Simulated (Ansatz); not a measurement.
Single-point calculation, with input and output: C

C (P6₃/mmc, 4 atoms in the cell), computed with DFT PBEsol, scalar-relativistic, plane waves, PAW, no spin polarisation (Ansatz 0.2.0).

The structure was built on a prototype by a generator; it need not be a known phase.

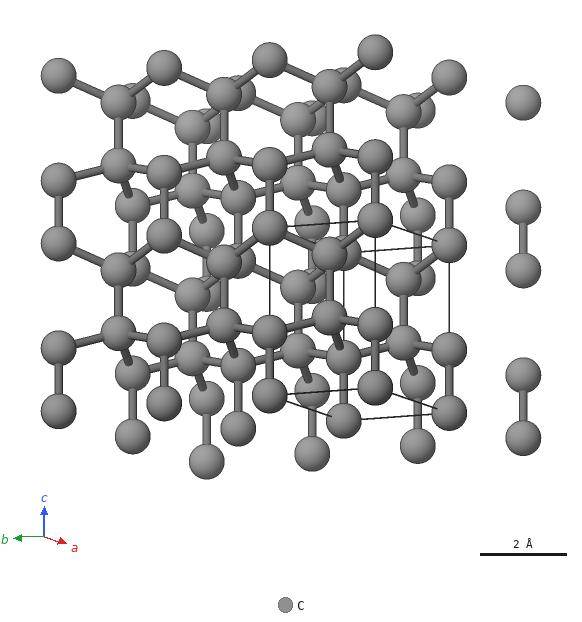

The structure as given in the input (ball-and-stick view of the cell of the calculation, repeated 2 × 3 × 2, seen at an oblique angle).

**The input**
```yaml
crystal:
  lattice:
    - [2.522066, 0.0, 0.0]
    - [-1.261033, 2.184173, 0.0]
    - [0.0, 0.0, 4.118517]
  atoms:
    - { symbol: C, position: [0.0, 0.0, 0.0] }
    - { symbol: C, position: [0.0, 0.0, 0.375] }
    - { symbol: C, position: [0.33333333, 0.66666667, 0.5] }
    - { symbol: C, position: [0.33333333, 0.66666667, 0.875] }
basis:
  ecutwfc: 420
kpoints:
  mp_grid: { grid: [9, 9, 4] }
hamiltonian:
  xc: pbesol
scf:
  occupations: { method: gaussian, width: 0.1 }
output:
  forces: true
  stress: true
  eigenvalues: true
```

Run on 1 thread of Intel Xeon (Granite Rapids), 64 GiB of memory available, shared host.

Launched with:
```bash
ansatz run input.yaml --threads 1 --pin off --max-ram 2560MiB --backend cpu --events-out ev --progress --plain --runs-dir out
```

**The program's output**
```
Engine: ansatz 0.2.0, x86_64-unknown-linux-gnu
Pseudopotentials: kind: paw
Pseudopotential: C, paw, valence charge 4, recommended cutoff 420 eV (normal), C.paw.azcp
Functional definition: PBEsol
  exchange = pbesol_x
  correlation = pbesol_c
Crystal: 4 atoms, lattice volume = 22.687 Å³
Basis set: ecut = 420 eV, 451 PW (Γ), exchange–correlation on 36×36×60 points (8 copies of the dense FFT grid, shifted against one another)
Bands: 12, of which v1, the nominal top of the filled ones, is band 8 counted from 1 (7 counted from 0)
Symmetry: 24 space group operations
Space group: P63/mmc (ITA 194), of the structure as read, at distance tolerance 2.8e-5 Å
k-points: 36 of 324
Non-local potential: C, projectors of the file, l = 0: 2, l = 1: 2, l = 2: 1
PAW form: soft (Blöchl's): semilocal exchange-correlation on the pseudo side does not see the compensation charge
PAW frozen core: C, regenerated for the run's functional, and the local potential with it (the file was generated under x = pbe(κ = 0.804, μ = 0.2195149727645171), c = pbe(β = 0.06672455060314922))
PAW one-centre angular grid: C, 110 points (default); XC on 64 Gauss nodes
Initial density: superposition of atomic densities (neutral atoms: chi_scale 0, normalization atom), corrected by the library's trained network
Initial wavefunctions: pseudopotential atomic-orbital guess
Functional: x = pbesol(κ = 0.804, μ = 0.12345679012345678), c = pbesol(β = 0.046)
SCF iter   1: F=—  HF=-986.555451 eV  |F-HF|=—  |Δ(HF+E_count)|=         —  Δρ=7.95e-3  dr2=1.04e-2  ethr=1.77e-3  ⟨swp⟩=4.9  Hψ=2419  notcnv=0
preconditioner: auto → none  [insulator: Δε(μ)=3.109 eV  Ē_g=16.860 eV  σ=0.100 eV  W_gap=1.00  n_scr=2 (ndim 8)  ℏωp=31.2 eV  f_vac=0.000  D(μ)=0.00/eV (n_scr^D=0)  ε∞_Penn≈4.4]
SCF iter   2: F=—  HF=-986.551688 eV  |F-HF|=—  |Δ(HF+E_count)|=   3.76e-3  Δρ=2.91e-3  dr2=1.26e-3  ethr=6.49e-5  ⟨swp⟩=1.6  Hψ=859  notcnv=0
SCF iter   3: F=—  HF=-986.551260 eV  |F-HF|=—  |Δ(HF+E_count)|=   4.28e-4  Δρ=3.27e-4  dr2=6.67e-6  ethr=7.90e-6  ⟨swp⟩=2.7  Hψ=755  notcnv=0
SCF iter   4: F=—  HF=-986.551258 eV  |F-HF|=—  |Δ(HF+E_count)|=   1.58e-6  Δρ=2.73e-5  dr2=1.23e-7  ethr=4.17e-8  ⟨swp⟩=1.4  Hψ=471  notcnv=0
iter 5 did not close the SCF: its close was put off for the readings that it lacked (scf_convergence_deferred on its scf_iter line)
SCF iter   5: F=-986.551258 eV  HF=-986.551258 eV  |F-HF|=1.37e-9  |Δ(HF+E_count)|=   4.27e-8  Δρ=6.31e-6  dr2=4.20e-9  ethr=7.66e-10  ⟨swp⟩=2.7  Hψ=748  notcnv=0
SCF iter   6: F=-986.551258 eV  HF=-986.551258 eV  |F-HF|=7.73e-12  |Δ(HF+E_count)|=  9.51e-10  Δρ=4.40e-7  dr2=1.27e-11  ethr=2.62e-11  ⟨swp⟩=1.1  Hψ=1316  notcnv=0
SCF 1 converged in 6 iterations: F = -986.551258 eV  dr2 = 1.27e-11
  greatest PAW one-centre occupation: 0.643 electrons in one spin orbital (limit 2), on the C atom at site 3 (counted from 0), in its partial waves of l = 0
```

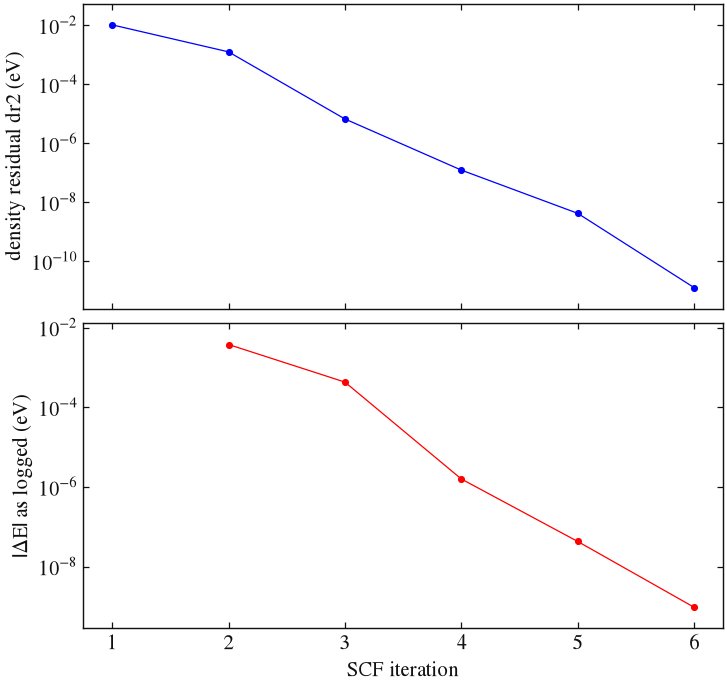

Convergence of the self-consistent field: density residual dr2 and size of the energy change against the SCF iteration. The residual falls at every step.

```
SCF converged after 6 iterations
Free energy (F): -986.551258 eV
Harris-Foulkes:  -986.551258 eV  (|F-HF|=7.73e-12)
Internal energy: -986.551258 eV  (E = F + TS)
E sigma→0 (E₀):  -986.551258 eV
Fermi energy:    15.161759 eV
--- Per-component energies (eV) ---
  E_band       = 68.628329
  E_kinetic    = 367.988453
  E_local      = -245.355495  (includes V_loc(G=0)·N_el)
  E_nonlocal   = 106.851495
  E_hartree    = 53.602381
  E_xc         = -193.520101
  E_vxc        = -240.973621  (∫ρ·V_xc dr)
  E_paw        = -381.301218  (= ΣΔE_a)
  E_vpaw       = -27.087291  (= ΣTr[D̂ρ^β])
  E_aug_tail   = 0.000036  (compensation charges beyond the density's cutoff)
  E_ewald      = -694.901211
  E_core_change = 0.084402  (= ΣΔE_core)
  E_smearing   = -0.000000  (= −TS)
  E_closure    = 0.000000  (closes the sum)
  Σ components = -986.551258   (vs F -986.551258, Δ=0.00e0)
--- Forces (eV/Å), atoms counted from 1 ---
  atom   1  C      0.00000000    -0.00000000     0.03647995
  atom   2  C     -0.00000000    -0.00000000    -0.03647995
  atom   3  C      0.00000000     0.00000000     0.03647995
  atom   4  C     -0.00000000     0.00000000    -0.03647995
  max |Σ_I F_I| component: 3.24e-17 eV/Å
--- Stress (GPa, compression-positive) ---
      -11.710875       0.000000       0.000000
       -0.000000     -11.710875       0.000000
        0.000000       0.000000      13.460613
  P = ⅓ Tr σ = -3.3204 GPa (-33.204 kbar)
--- Band table (eV; the first three rows and the last of 36) ---
  k-point 0: bands = ["-8.2540", "-2.3524", "-0.2144", "10.2870", "10.2870", "13.1251", "13.5861", "13.5861", "18.2810", "18.2810", "19.3668", "21.1874"]
  k-point 1: bands = ["-7.8193", "-4.4340", "2.5883", "10.6329", "10.6329", "10.8810", "12.8621", "12.8621", "19.0695", "19.0695", "20.1879", "21.1477"]
  k-point 2: bands = ["-6.5267", "-6.5267", "6.7272", "6.7272", "11.5926", "11.5926", "11.5926", "11.5926", "20.6702", "20.6702", "20.6702", "20.6702"]
  k-point 35: bands = ["-0.1066", "-0.1066", "1.0319", "1.0319", "3.9856", "3.9856", "9.3747", "9.3747", "21.2567", "21.2567", "22.7126", "22.7126"]
```

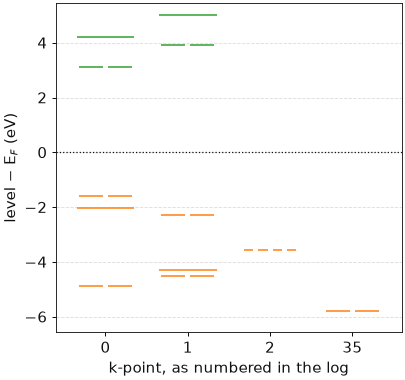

Kohn–Sham levels near the Fermi level (dotted) at the few k-points that the log prints; levels within 0.02 eV of each other stand side by side. Among these points the highest filled and lowest empty levels are 4.69 eV apart; the gap on the full mesh, 3.15 eV, has an edge at a point that isn't printed.

**Key numbers**

```tsv
quantity	value
outcome	converged
space group (tolerance 0.01 Å)	P6₃/mmc (194)
electrons treated	16
free energy	−986.5513 eV
Fermi energy	15.162 eV
gap on the k-point mesh	3.15 eV
pressure	−3.32 GPa
largest force (length of the vector)	0.036 eV/Å
peak memory	0.4 GiB
```
